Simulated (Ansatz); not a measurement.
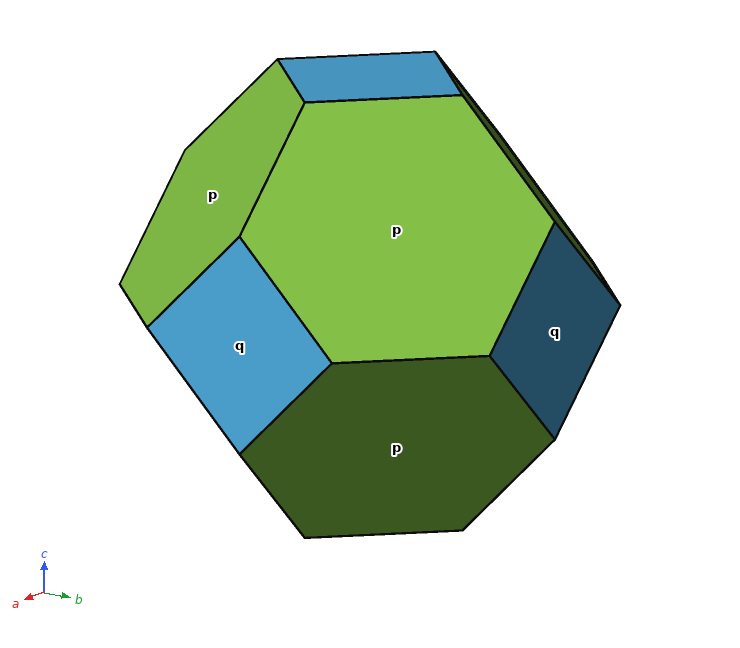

The shape was computed with the Donnay–Harker form of the Bravais–Friedel law: planes with larger spacing d grow more slowly and so show as larger faces; centring, glide planes and screw axes halve or divide d. Faces of one form share a colour. Cell of SiC: space group F-43m (No. 216), a = 4.357 Å, b = 4.357 Å, c = 4.357 Å, α = 90.00°, β = 90.00°, γ = 90.00°. Origin: coordinates from a relaxation with DFT PBEsol, scalar-relativistic, plane waves, PAW in Ansatz. Forms under 0.4 % of the area are left out. Forms are taken in the Laue class: a face and its opposite count as one form.

Which form is which colour?

green (p): {111} (d = 2.52 Å, 78 % of the area); blue (q): {200} (d = 2.18 Å, 22 % of the area).
